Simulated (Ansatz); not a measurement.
# Geometry relaxation of AlN

The run: geometry relaxation of AlN (P6₃mc, 4 atoms in the cell). Method and program: DFT PBE, scalar-relativistic, plane waves, PAW, no spin polarisation (Ansatz 0.2.0).

The structure derives from a Materials Project entry. Figures and captions count atoms from 1; the log counts them from 0 in places.

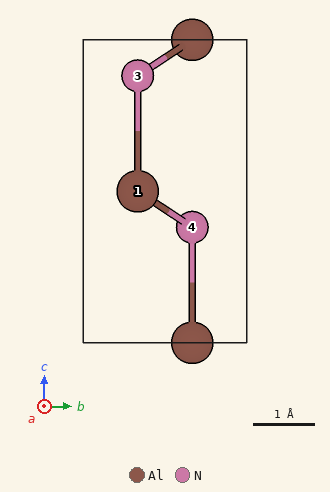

The input geometry (ball-and-stick view of the cell of the calculation, along the a axis; atoms are numbered from 1 in the order of the input).

**Input**
```yaml
crystal:
  lattice:
    - [3.128588136, 0.0, 0.0]
    - [-1.564294068, 2.7094368037, 0.0]
    - [0.0, 0.0, 5.016955]
  atoms:
    - { symbol: Al, position: [0.66666667, 0.33333333, 0.499287] }
    - { symbol: Al, position: [0.33333333, 0.66666667, 0.999287] }
    - { symbol: "N", position: [0.66666667, 0.33333333, 0.880713] }
    - { symbol: "N", position: [0.33333333, 0.66666667, 0.380713] }
basis:
  ecutwfc: 420
kpoints:
  mp_grid: { grid: [9, 9, 4] }
hamiltonian:
  xc: pbe
scf:
  occupations: { method: gaussian, width: 0.02 }
output:
  forces: true
  stress: true
  eigenvalues: true
  write_density: true
  write_potential: true
  elf: true
  volumetric_format: npy
relax:
  adjacent_minimum: "off"
  f_tol: 0.005
  max_steps: 80
  cell: { stress_tol: 0.05 }
```

Launched with:
```bash
ansatz run input.yaml --threads 8 --pin off --max-ram 16384MiB --backend cpu --events-out ev --progress --plain --runs-dir out
```

**The program's output**
```
Engine: ansatz 0.2.0, aarch64-unknown-linux-gnu
Pseudopotentials: kind: paw
Pseudopotential: Al, paw, valence charge 3, recommended cutoff 420 eV (normal), Al.paw.azcp
Pseudopotential: N, paw, valence charge 5, recommended cutoff 420 eV (normal), N.paw.azcp
Functional definition: PBE
  parameter kappa = 0.804
  parameter beta = 0.06672455060314922
  exchange = pbe_x(kappa = kappa, mu = beta*pi^2/3)
  correlation = pbe_c(beta = beta)
Crystal: 4 atoms, lattice volume = 42.527 Å³
Basis set: ecut = 420 eV, 833 PW (Γ), exchange–correlation on 48×48×72 points (8 copies of the dense FFT grid, shifted against one another)
Bands: 12, of which v1, the nominal top of the filled ones, is band 8 counted from 1 (7 counted from 0)
Symmetry: 12 space group operations
Space group: P63mc (ITA 186), of the structure as read, at distance tolerance 3.5e-5 Å
k-points: 36 of 324 (time reversal used)
Non-local potential: Al, projectors of the file, l = 0: 2, l = 1: 2, l = 2: 1
Non-local potential: N, projectors of the file, l = 0: 2, l = 1: 2, l = 2: 1
PAW form: soft (Blöchl's): semilocal exchange-correlation on the pseudo side does not see the compensation charge
PAW one-centre angular grid: Al, 110 points (default); XC on 64 Gauss nodes
PAW one-centre angular grid: N, 110 points (default); XC on 64 Gauss nodes
Initial density: superposition of atomic densities (neutral atoms: chi_scale 0, normalization atom), corrected by the library's trained network
Initial wavefunctions: pseudopotential atomic-orbital guess
Functional: x = pbe(κ = 0.804, μ = 0.2195149727645171), c = pbe(β = 0.06672455060314922)
SCF iter   1: F=—  HF=-1848.507663 eV  |F-HF|=—  |Δ(HF+E_count)|=         —  Δρ=8.14e-4  dr2=1.31e-4  ethr=1.77e-3  ⟨swp⟩=6.1  Hψ=2915  notcnv=0
preconditioner: auto → none  [insulator: Δε(μ)=4.044 eV  Ē_g=12.992 eV  σ=0.020 eV  W_gap=1.00  n_scr=2 (ndim 8)  ℏωp=22.8 eV  f_vac=0.000  D(μ)=0.00/eV (n_scr^D=0)  ε∞_Penn≈4.1]
SCF iter   2: F=—  HF=-1848.508005 eV  |F-HF|=—  |Δ(HF+E_count)|=   3.41e-4  Δρ=3.94e-4  dr2=2.04e-5  ethr=8.17e-7  ⟨swp⟩=2.3  Hψ=1050  notcnv=0
SCF iter   3: F=—  HF=-1848.507850 eV  |F-HF|=—  |Δ(HF+E_count)|=   1.55e-4  Δρ=6.23e-5  dr2=6.45e-7  ethr=1.27e-7  ⟨swp⟩=2.2  Hψ=692  notcnv=0
iter 4 did not close the SCF: its close was put off for the readings that it lacked (scf_convergence_deferred on its scf_iter line)
SCF iter   4: F=-1848.507852 eV  HF=-1848.507852 eV  |F-HF|=1.11e-8  |Δ(HF+E_count)|=   1.99e-6  Δρ=9.79e-6  dr2=1.66e-8  ethr=4.03e-9  ⟨swp⟩=2.1  Hψ=705  notcnv=0
iter 5 did not close the SCF: its close was put off for the readings that it lacked (scf_convergence_deferred on its scf_iter line)
SCF iter   5: F=-1848.507852 eV  HF=-1848.507852 eV  |F-HF|=5.63e-10  |Δ(HF+E_count)|=   1.33e-8  Δρ=1.86e-6  dr2=8.09e-10  ethr=1.04e-10  ⟨swp⟩=2.6  Hψ=737  notcnv=0
SCF iter   6: F=-1848.507852 eV  HF=-1848.507852 eV  |F-HF|=9.55e-12  |Δ(HF+E_count)|=  2.46e-10  Δρ=1.75e-7  dr2=5.58e-12  ethr=5.05e-12  ⟨swp⟩=4.1  Hψ=2106  notcnv=0
SCF 1 converged in 6 iterations: F = -1848.507852 eV  dr2 = 5.58e-12
  greatest PAW one-centre occupation: 0.787 electrons in one spin orbital (limit 2), on the N atom at site 3 (counted from 0), in its partial waves of l = 0
relax step   1: F+E_penalty+E_count = -1848.50785171 eV  Δ(F+E_penalty+E_count) = +0.000e0 eV  max|allowed force component| = 3.823e-3 eV/Å  Δτ_max = 0.0000 Å  P = +0.252 GPa  Ω = 42.527 Å³  (6 SCF iters, accepted)
Crystal: 4 atoms, lattice volume = 42.555 Å³
Initial density: handed on by an earlier stage of this run
Initial wavefunctions: those handed on with the density
iter 1 solved again at ethr=6.43e-8 eV; its pass at ethr=3.10e-3 eV (dr2=1.03e-5 eV) is discarded
SCF iter   1: F=—  HF=-1848.508044 eV  |F-HF|=—  |Δ(HF+E_count)|=         —  Δρ=1.48e-4  dr2=1.06e-5  ethr=6.43e-8  ⟨swp⟩=1.0  Hψ=2618  notcnv=0
preconditioner: auto → none  [insulator: Δε(μ)=4.039 eV  Ē_g=12.988 eV  σ=0.020 eV  W_gap=1.00  n_scr=2 (ndim 8)  ℏωp=22.8 eV  f_vac=0.000  D(μ)=0.00/eV (n_scr^D=0)  ε∞_Penn≈4.1]
SCF iter   2: F=—  HF=-1848.507803 eV  |F-HF|=—  |Δ(HF+E_count)|=   2.41e-4  Δρ=2.89e-5  dr2=3.79e-7  ethr=6.43e-8  ⟨swp⟩=2.1  Hψ=641  notcnv=0
iter 3 did not close the SCF: its close was put off for the readings that it lacked (scf_convergence_deferred on its scf_iter line)
SCF iter   3: F=-1848.507803 eV  HF=-1848.507803 eV  |F-HF|=3.63e-9  |Δ(HF+E_count)|=   8.29e-8  Δρ=1.03e-5  dr2=3.16e-8  ethr=2.37e-9  ⟨swp⟩=2.0  Hψ=682  notcnv=0
iter 4 did not close the SCF: its close was put off for the readings that it lacked (scf_convergence_deferred on its scf_iter line)
SCF iter   4: F=-1848.507803 eV  HF=-1848.507803 eV  |F-HF|=8.48e-11  |Δ(HF+E_count)|=   1.18e-9  Δρ=6.95e-7  dr2=1.06e-10  ethr=1.98e-10  ⟨swp⟩=2.1  Hψ=722  notcnv=0
iter 5 did not close the SCF: its close was put off for the readings that it lacked (scf_convergence_deferred on its scf_iter line)
SCF iter   5: F=-1848.507803 eV  HF=-1848.507803 eV  |F-HF|=5.00e-12  |Δ(HF+E_count)|=  9.80e-11  Δρ=1.42e-7  dr2=4.56e-12  ethr=1.00e-12  ⟨swp⟩=2.9  Hψ=769  notcnv=0
SCF iter   6: F=-1848.507803 eV  HF=-1848.507803 eV  |F-HF|=2.27e-13  |Δ(HF+E_count)|=  5.68e-12  Δρ=1.85e-8  dr2=9.42e-14  ethr=1.00e-12  ⟨swp⟩=3.1  Hψ=1586  notcnv=0
SCF 2 converged in 6 iterations: F = -1848.507803 eV  dr2 = 9.42e-14
relax step   2: F+E_penalty+E_count = -1848.50780278 eV  Δ(F+E_penalty+E_count) = +4.892e-5 eV  max|allowed force component| = 2.489e-3 eV/Å  Δτ_max = 0.0002 Å  P = +0.121 GPa  Ω = 42.555 Å³  energy of the carried Pulay correction = -8.419e-5 eV  (6 SCF iters, dr2 threshold 1.88e-7 eV, accepted)
Crystal: 4 atoms, lattice volume = 42.580 Å³
iter 1 solved again at ethr=5.61e-8 eV; its pass at ethr=3.10e-3 eV (dr2=8.98e-6 eV) is discarded
SCF iter   1: F=—  HF=-1848.507975 eV  |F-HF|=—  |Δ(HF+E_count)|=         —  Δρ=1.37e-4  dr2=9.24e-6  ethr=5.61e-8  ⟨swp⟩=1.0  Hψ=2618  notcnv=0
preconditioner: auto → none  [insulator: Δε(μ)=4.033 eV  Ē_g=12.983 eV  σ=0.020 eV  W_gap=1.00  n_scr=2 (ndim 8)  ℏωp=22.8 eV  f_vac=0.000  D(μ)=0.00/eV (n_scr^D=0)  ε∞_Penn≈4.1]
SCF iter   2: F=—  HF=-1848.507734 eV  |F-HF|=—  |Δ(HF+E_count)|=   2.41e-4  Δρ=2.52e-5  dr2=3.03e-7  ethr=5.61e-8  ⟨swp⟩=2.1  Hψ=648  notcnv=0
iter 3 did not close the SCF: its close was put off for the readings that it lacked (scf_convergence_deferred on its scf_iter line)
SCF iter   3: F=-1848.507734 eV  HF=-1848.507734 eV  |F-HF|=3.32e-9  |Δ(HF+E_count)|=   6.66e-8  Δρ=9.31e-6  dr2=2.57e-8  ethr=1.89e-9  ⟨swp⟩=2.0  Hψ=685  notcnv=0
iter 4 did not close the SCF: its close was put off for the readings that it lacked (scf_convergence_deferred on its scf_iter line)
SCF iter   4: F=-1848.507734 eV  HF=-1848.507734 eV  |F-HF|=4.12e-11  |Δ(HF+E_count)|=   1.52e-9  Δρ=6.58e-7  dr2=1.01e-10  ethr=1.60e-10  ⟨swp⟩=2.1  Hψ=721  notcnv=0
iter 5 did not close the SCF: its close was put off for the readings that it lacked (scf_convergence_deferred on its scf_iter line)
SCF iter   5: F=-1848.507734 eV  HF=-1848.507734 eV  |F-HF|=8.41e-12  |Δ(HF+E_count)|=  5.30e-11  Δρ=1.79e-7  dr2=5.90e-12  ethr=1.00e-12  ⟨swp⟩=2.1  Hψ=721  notcnv=0
SCF iter   6: F=-1848.507734 eV  HF=-1848.507734 eV  |F-HF|=4.55e-13  |Δ(HF+E_count)|=  9.78e-12  Δρ=1.34e-8  dr2=4.97e-14  ethr=1.00e-12  ⟨swp⟩=3.3  Hψ=1596  notcnv=0
SCF 3 converged in 6 iterations: F = -1848.507734 eV  dr2 = 4.97e-14
relax step   3: F+E_penalty+E_count = -1848.50773399 eV  Δ(F+E_penalty+E_count) = +6.879e-5 eV  max|allowed force component| = 3.908e-4 eV/Å  Δτ_max = 0.0001 Å  P = -0.000 GPa  Ω = 42.580 Å³  energy of the carried Pulay correction = -1.632e-4 eV  (6 SCF iters, accepted)
Initial wavefunctions: pseudopotential atomic-orbital guess (no wavefunctions were taken with the density)
iter 1 solved again at ethr=9.36e-9 eV; its pass at ethr=3.10e-3 eV (dr2=1.50e-6 eV) is discarded
SCF iter   1: F=—  HF=-1848.508103 eV  |F-HF|=—  |Δ(HF+E_count)|=         —  Δρ=8.77e-6  dr2=6.56e-9  ethr=9.36e-9  ⟨swp⟩=3.1  Hψ=4192  notcnv=0
preconditioner: auto → none  [insulator: Δε(μ)=4.034 eV  Ē_g=12.984 eV  σ=0.020 eV  W_gap=1.00  n_scr=2 (ndim 8)  ℏωp=22.8 eV  f_vac=0.000  D(μ)=0.00/eV (n_scr^D=0)  ε∞_Penn≈4.1]
SCF iter   2: F=—  HF=-1848.507865 eV  |F-HF|=—  |Δ(HF+E_count)|=   2.38e-4  Δρ=4.42e-6  dr2=1.73e-9  ethr=4.10e-11  ⟨swp⟩=3.3  Hψ=902  notcnv=0
SCF iter   3: F=—  HF=-1848.507865 eV  |F-HF|=—  |Δ(HF+E_count)|=   2.56e-9  Δρ=2.73e-6  dr2=5.66e-10  ethr=1.08e-11  ⟨swp⟩=1.0  Hψ=432  notcnv=0
iter 4 did not close the SCF: its close was put off for the readings that it lacked (scf_convergence_deferred on its scf_iter line)
SCF iter   4: F=-1848.507865 eV  HF=-1848.507865 eV  |F-HF|=2.50e-12  |Δ(HF+E_count)|=   1.85e-9  Δρ=1.40e-7  dr2=2.42e-12  ethr=3.54e-12  ⟨swp⟩=2.1  Hψ=679  notcnv=0
iter 5 did not close the SCF: its close was put off for the readings that it lacked (scf_convergence_deferred on its scf_iter line)
SCF iter   5: F=-1848.507865 eV  HF=-1848.507865 eV  |F-HF|=2.27e-13  |Δ(HF+E_count)|=  2.50e-12  Δρ=5.67e-8  dr2=4.85e-13  ethr=1.00e-12  ⟨swp⟩=1.0  Hψ=432  notcnv=0
iter 6 did not close the SCF: its close was put off for the readings that it lacked (scf_convergence_deferred on its scf_iter line)
SCF iter   6: F=-1848.507865 eV  HF=-1848.507865 eV  |F-HF|=6.82e-13  |Δ(HF+E_count)|=  9.09e-13  Δρ=2.89e-8  dr2=1.01e-13  ethr=1.00e-12  ⟨swp⟩=1.0  Hψ=432  notcnv=0
iter 7 did not close the SCF: its close was put off for the readings that it lacked (scf_convergence_deferred on its scf_iter line)
SCF iter   7: F=-1848.507865 eV  HF=-1848.507865 eV  |F-HF|=0.00e0  |Δ(HF+E_count)|=  6.82e-13  Δρ=1.17e-8  dr2=1.58e-14  ethr=1.00e-12  ⟨swp⟩=1.0  Hψ=432  notcnv=0
SCF iter   8: F=-1848.507865 eV  HF=-1848.507865 eV  |F-HF|=6.82e-13  |Δ(HF+E_count)|=  4.55e-13  Δρ=3.31e-9  dr2=1.22e-15  ethr=1.00e-12  ⟨swp⟩=2.0  Hψ=1296  notcnv=0
SCF 4 converged in 8 iterations: F = -1848.507865 eV  dr2 = 1.22e-15
relax step   4: F+E_penalty+E_count = -1848.50786471 eV  Δ(F+E_penalty+E_count) = -1.307e-4 eV  max|allowed force component| = 4.088e-4 eV/Å  Δτ_max = 0.0000 Å  P = +0.006 GPa  Ω = 42.580 Å³  stress off target by 6.95e-3 GPa  SCF on the basis re-selected at this cell (its energy is not comparable with the rows above)  (8 SCF iters)
```

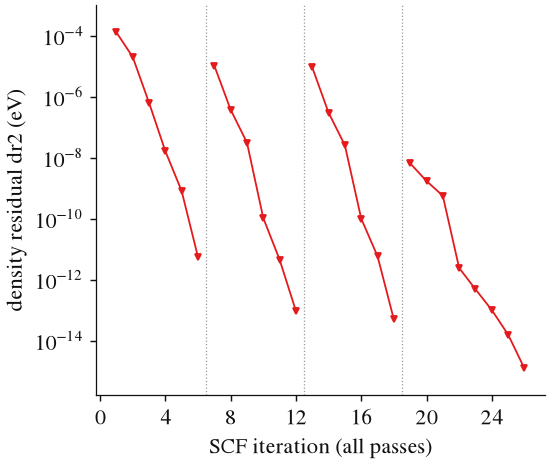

Convergence of the self-consistent field: density residual dr2 against the SCF iteration. The dotted lines part the SCF passes of the relaxation: geometry steps, rejected trials and re-solves on a re-selected basis. The passes take 6, 6, 6 and 8 iterations.

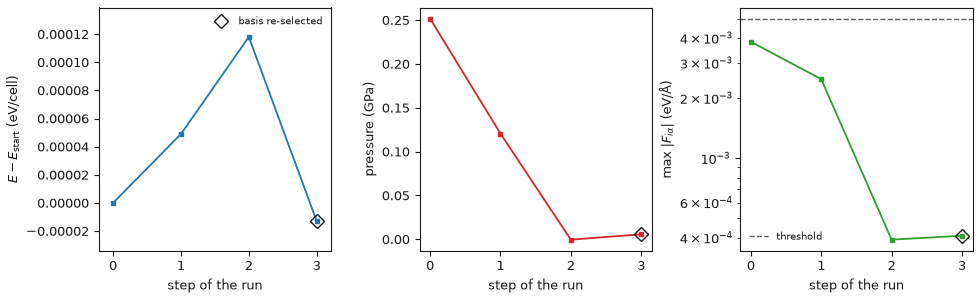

Progress of the relaxation, step by step (the first geometry is step 0 here and step 1 in the log). Over 2 geometry steps the energy rises by 0.1 meV per cell of the calculation. Largest force component: 0.0038 eV/Å at the start, 0.00041 eV/Å at the end. Pressure: 0.25 GPa at the start and 0.01 GPa at the end. The atoms keep their places relative to the cell (all moves are under 0.005 Å). The volume changes by +0.1 %, with a = b 3.129 → 3.130 Å (+0.1 %), c 5.017 → 5.018 Å (0.0 %). The space group stays P6_3mc (No. 186). A last SCF at the same geometry on a re-selected plane-wave basis shifts the energy by −0.1 meV per cell of the calculation. (Atoms are counted from 1 in the order of the input.)

```
basis re-selected at this cell: Δ(F+E_penalty+E_count) = -1.307e-4 eV, ΔP = +0.006 GPa vs the last step (what re-selecting the basis moved, of the pressure what is left beyond the Pulay correction that the steps carried, after the strain that the cell walked since its last selection, with what the two solves' SCF thresholds leave and, on support functions, any second-order correction that the steps lacked; it is no measure of the basis error at this ecutwfc). This SCF's stress stands 6.95e-3 GPa from its target on what of the cell is left free (relax.cell.stress_tol is 5.00e-2 GPa) and its largest allowed force component is 4.09e-4 eV/Å (relax.f_tol is 5.00e-3 eV/Å): within both
SCF converged after 8 iterations
Free energy (F): -1848.507865 eV
Harris-Foulkes:  -1848.507865 eV  (|F-HF|=6.82e-13)
Internal energy: -1848.507865 eV  (E = F + TS)
E sigma→0 (E₀):  -1848.507865 eV
Fermi energy:    8.960282 eV
--- Per-component energies (eV) ---
  E_band       = 27.854894
  E_kinetic    = 317.322381
  E_local      = -451.605019  (includes V_loc(G=0)·N_el)
  E_nonlocal   = 110.503506
  E_hartree    = 156.640854
  E_xc         = -203.250353
  E_vxc        = -215.380394  (∫ρ·V_xc dr)
  E_paw        = -1190.066832  (= ΣΔE_a)
  E_vpaw       = -46.267483  (= ΣTr[D̂ρ^β])
  E_aug_tail   = 0.000195  (compensation charges beyond the density's cutoff)
  E_ewald      = -588.052597
  E_smearing   = -0.000000  (= −TS)
  E_closure    = 0.000000  (closes the sum)
  Σ components = -1848.507865   (vs F -1848.507865, Δ=0.00e0)
--- Forces (eV/Å), atoms counted from 1 ---
  atom   1  Al    -0.00000000    -0.00000000    -0.00041479
  atom   2  Al    -0.00000000     0.00000000    -0.00041479
  atom   3  N     -0.00000000    -0.00000000     0.00040289
  atom   4  N      0.00000000     0.00000000     0.00040289
  max |Σ_I F_I| component: 2.38e-5 eV/Å
--- Stress (GPa, compression-positive) ---
        0.005125      -0.000000       0.000000
       -0.000000       0.005125       0.000000
        0.000000       0.000000       0.006948
  P = ⅓ Tr σ = 0.0057 GPa (0.057 kbar)
--- Band table (eV; the first three rows and the last of 36) ---
  k-point 0: bands = ["-8.1119", "-6.0340", "1.0473", "6.1012", "6.1012", "6.7406", "6.7406", "6.9432", "10.9773", "13.4569", "17.3963", "17.9791"]
  k-point 1: bands = ["-7.8812", "-6.4497", "1.8231", "5.7408", "6.1900", "6.1900", "6.6425", "6.6425", "11.9477", "13.5708", "17.0662", "17.9512"]
  k-point 2: bands = ["-7.2487", "-7.2487", "3.6467", "3.6467", "6.4118", "6.4118", "6.4118", "6.4118", "13.2502", "13.2502", "17.1194", "17.1194"]
  k-point 35: bands = ["-5.6435", "-5.6435", "2.1738", "2.1738", "3.1646", "3.1646", "6.1571", "6.1571", "14.2971", "14.2971", "14.6574", "14.6574"]
--- Relaxed structure (3 steps of the walk, 3 accepted, 1 SCFs on fresh bases) ---
  F+E_penalty+E_count = -1848.50786471 eV   max|allowed force component| = 4.088e-4 eV/Å   (the final SCF, on the basis selected at the relaxed cell)
  cell:  # Å, volume = 42.5802 Å³
    - [3.1302036618740834, 0.0, 1.1508226798543258e-34]
    - [-1.5651018309370417, 2.710835890202032, 3.652442177364555e-20]
    - [1.8454412491790958e-34, 6.763080068423046e-20, 5.018019352511634]
  atoms:
    - { symbol: Al, position: [0.6666666666666666, 0.3333333333333333, 0.4992349453479117] }
    - { symbol: Al, position: [0.3333333333333333, 0.6666666666666666, 0.9992349453479117] }
    - { symbol: N, position: [0.6666666666666666, 0.3333333333333333, 0.880765054652088] }
    - { symbol: N, position: [0.3333333333333333, 0.6666666666666666, 0.3807650546520882] }
```

**Trajectory as extended XYZ (Å, eV, eV/Å), 4 frames, from step=1 to step=4**
```
4
Lattice="3.1286 0.0000 0.0000 -1.5643 2.7094 0.0000 0.0000 0.0000 5.0170" Properties=species:S:1:pos:R:3:forces:R:3 step=1 energy=-1848.50785 pressure_GPa=0.25
Al    1.5643    0.9031    2.5049    0.0000   0.0000  -0.0038
Al    0.0000    1.8063    5.0134    0.0000   0.0000  -0.0038
N     1.5643    0.9031    4.4185    0.0000   0.0000   0.0038
N     0.0000    1.8063    1.9100    0.0000   0.0000   0.0038
4
Lattice="3.1295 0.0000 0.0000 -1.5648 2.7102 0.0000 0.0000 0.0000 5.0172" Properties=species:S:1:pos:R:3:forces:R:3 step=2 energy=-1848.50780 pressure_GPa=0.12
Al    1.5648    0.9034    2.5048    0.0000   0.0000  -0.0025
Al    0.0000    1.8068    5.0134    0.0000   0.0000  -0.0025
N     1.5648    0.9034    4.4188    0.0000   0.0000   0.0025
N     0.0000    1.8068    1.9103    0.0000   0.0000   0.0025
4
Lattice="3.1302 0.0000 0.0000 -1.5651 2.7108 0.0000 0.0000 0.0000 5.0180" Properties=species:S:1:pos:R:3:forces:R:3 step=3 energy=-1848.50773 pressure_GPa=-0.00
Al    1.5651    0.9036    2.5052    0.0000   0.0000  -0.0004
Al    0.0000    1.8072    5.0142    0.0000   0.0000  -0.0004
N     1.5651    0.9036    4.4197    0.0000   0.0000   0.0004
N     0.0000    1.8072    1.9107    0.0000   0.0000   0.0004
4
Lattice="3.1302 0.0000 0.0000 -1.5651 2.7108 0.0000 0.0000 0.0000 5.0180" Properties=species:S:1:pos:R:3:forces:R:3 step=4 energy=-1848.50787 pressure_GPa=0.01
Al    1.5651    0.9036    2.5052    0.0000   0.0000  -0.0004
Al    0.0000    1.8072    5.0142    0.0000   0.0000  -0.0004
N     1.5651    0.9036    4.4197    0.0000   0.0000   0.0004
N     0.0000    1.8072    1.9107    0.0000   0.0000   0.0004
```

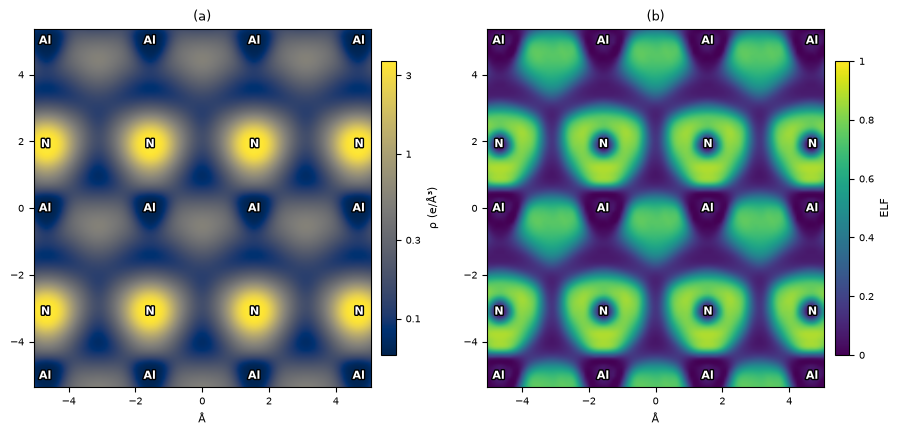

(a) valence electron density; (b) ELF on the (100) plane of the conventional cell. Al–N (1.91 Å): ρ at the midpoint is about 0.66 e/Å³; the ELF is about 0.85 at the midpoint. Away from the nuclei the density in this plane falls to 0.08 e/Å³ at its lowest. In a PAW calculation such maps are meaningful between the atoms, not at the nuclei.

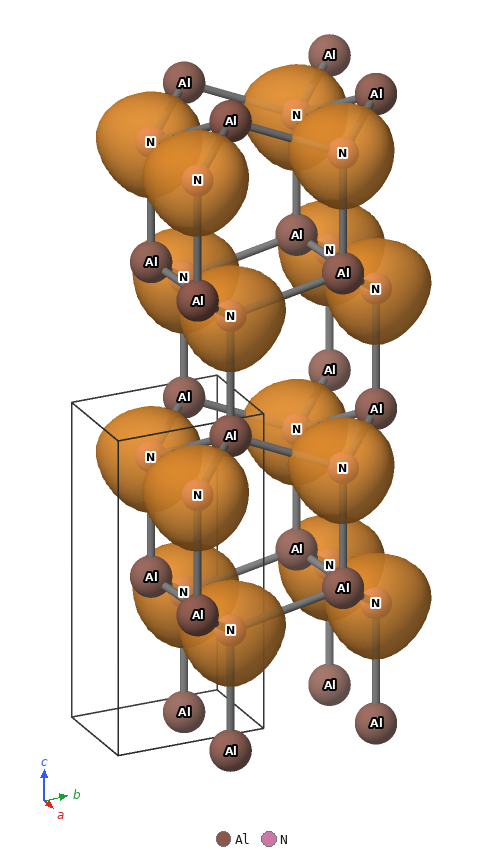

Isosurface of the valence electron density at 0.8 e/Å³ (orange), seen slightly off an axis. Sticks mark near contacts. The outline is the cell set on symmetry axes. At this value the density breaks into separate islands; it holds about 50 % of the electrons treated as valence. It is pinched off along the Al–N (1.90 Å) contacts. On the grid the lowest density along these lines, outside the cores, is 0.56 e/Å³ (Al–N, 1.90 Å).

**Key numbers**

| quantity | value |
| --- | --- |
| outcome | converged |
| space group (tolerance 0.01 Å) | P6₃mc (186) |
| electrons treated | 16 |
| free energy | −1848.5079 eV |
| Fermi energy | 8.960 eV |
| gap on the k-point mesh | 4.03 eV |
| pressure | 0.01 GPa |
| final volume | 42.58 Å³ |
| largest force (length of the vector) at the end | under 0.001 eV/Å |
| final cell | a = 3.130 Å, b = 3.130 Å, c = 5.018 Å, α = 90.00°, β = 90.00°, γ = 120.00° |
| hardware | 8 threads of Arm Neoverse V2, 24 GiB of memory available, shared host |
| wall time | 1.6 s (CPU time 9.5 s) |
| peak memory | 0.36 GiB |
